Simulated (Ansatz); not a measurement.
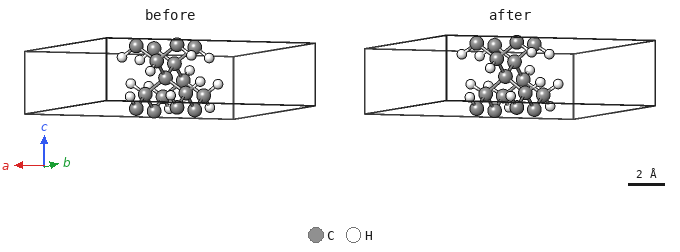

The structure of a wire of composition H7C6 before (left) and after (right) a relaxation, at one scale.

A ball-and-stick model of the cell of the calculation, with the vacuum cut short, seen from a free direction.

Case: wire along [0 0 1], 12 atoms a period, capped with H.

The calculation used Ansatz 0.2.0, DFT PBE, scalar-relativistic, plane waves, PAW. (plane-wave cutoff 420 eV; k-point mesh 1 × 1 × 9; occupations gaussian; smearing width 0.05 eV; no spin polarisation; cell relaxed at fixed a, b, alpha, beta, gamma; force threshold 0.02 eV/Å; at most 45 steps)

**What changed between the two?**

The energy falls by 0.354 eV per cell of the calculation in 5 accepted moves (7 points after the start). Largest force component: 1 eV/Å at the start, 0.0044 eV/Å at the end. The SCF was repeated twice at an unchanged geometry on a basis and grid sized afresh for the cell, which shifted the energy by 33.0 meV per cell of the calculation at most. The largest moves relative to the centre of the atoms, 0.10 Å, are those of H atoms. By element the largest moves are H 0.10 Å, C 0.04 Å. Along the periodic axis the drawn cell goes c 3.571 → 3.723 Å (+4.2 %). Among the contacts that change: C–C 1.546 → 1.581 Å, C–C 1.546 → 1.557 Å, C–C 1.546 → 1.536 Å, C–H 1.090 → 1.100 Å. Bond angles that change, for instance: C–C–C 109.5° → 104.0°, H–C–H 109.5° → 105.6°, C–C–C 109.5° → 107.0°. Cost: 41 s on 4 threads of Intel(R) Xeon(R) 6975P-C (Granite Rapids), with other jobs on the host, peak memory 1.5 GiB.
